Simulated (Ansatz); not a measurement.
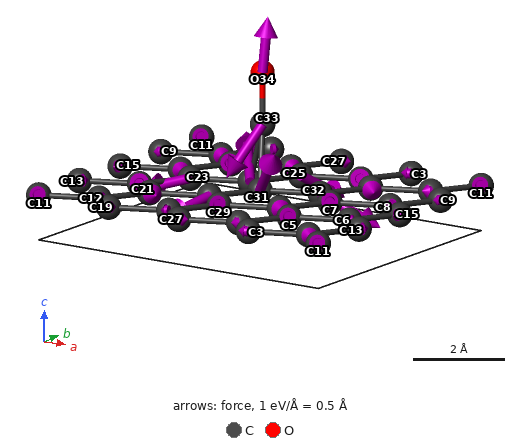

Starting geometry of a slab of composition C$_{33}$O with the computed forces as purple arrows. The picture is a ball-and-stick view of the cell of the calculation, outlined in the plane, without the vacuum (origin shifted), seen slightly off an axis.

It is CO on graphene monolayer, set down by a guess. The run prepares an end point of a later path (molecule hop) calculation, from a guessed geometry.

Computed with DFT PBE-D3(BJ), scalar-relativistic, plane waves, PAW (Ansatz). (plane-wave cutoff 420 eV; k-point mesh 2 × 2 × 1; occupations gaussian; smearing width 0.05 eV; no spin polarisation; atoms relaxed in a fixed cell; force threshold 0.03 eV/Å; at most 60 steps)

What follows when this structure is relaxed?

Answer. It isn't relaxed: the largest force vector, on C atoms, is 3.44 eV/Å. The final displacements follow the starting forces only in part (cosine between the two patterns 0.31). The energy falls by 1.353 eV per cell of the calculation in 10 accepted moves (13 points after the start). The largest force component goes from 2.7 to 0.022 eV/Å. The line search rejected the trial steps at points 4, 6 of the run. 1 step only repeated the SCF at the same geometry. The largest move relative to the layer's centre is that of a C atom, 0.47 Å at 13° to the normal (+c side). Largest moves by element: C 0.47 Å, O 0.38 Å. The lattice vectors keep their values. Some distances before and after: C–C 1.424 → 1.638 Å, C–C 1.566 → 1.470 Å, C–C 1.539 → 1.469 Å, C–C 1.424 → 1.465 Å. Among the angles between lasting bonds that change: C–C–C 97.5° → 116.4°, C–C–C 98.5° → 116.2°, C–C–C 108.2° → 116.2°. Cost: 3.4 min on 2 threads of Arm Neoverse V1, on a shared host, peak memory 1.8 GiB.
